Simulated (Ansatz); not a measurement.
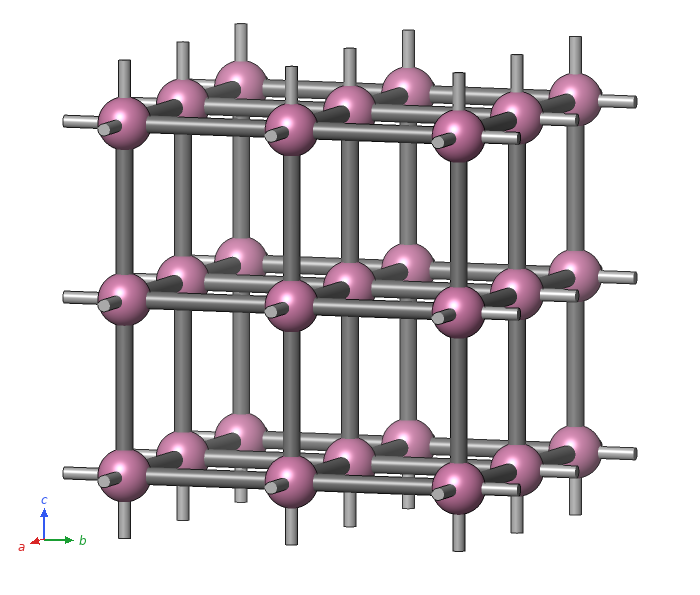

The picture shows a finite piece of the underlying net of a crystal structure, nodes on the atoms' positions. Nodes are coloured by topological kind. Edges to nodes outside the piece are drawn as stubs.

Classify the net: periodicity, connectivity, name.

Answer. A uninodal 6-connected, three-periodic net. It is the pcu net, known from NaCl, ReO3 and the B-X framework of perovskite.

Give point symbol and coordination sequence.

Answer. 4^12.6^3, sequence 6, 18, 38, 66, 102, 146.

Origin of the net. BaZrO3 (space group Pm-3m, No. 221). Coordinates: the end point of a relaxation with Ansatz, DFT PBE, scalar-relativistic, plane waves, PAW. Bonds are taken as O–Zr below 2.4 Å; Ba is left out of the net, as the electropositive filling of the structure. Simplification: prune 0- and 1-connected atoms, fold 2-connected ones into links. Zr is a 6-connected node. O becomes part of the edges.
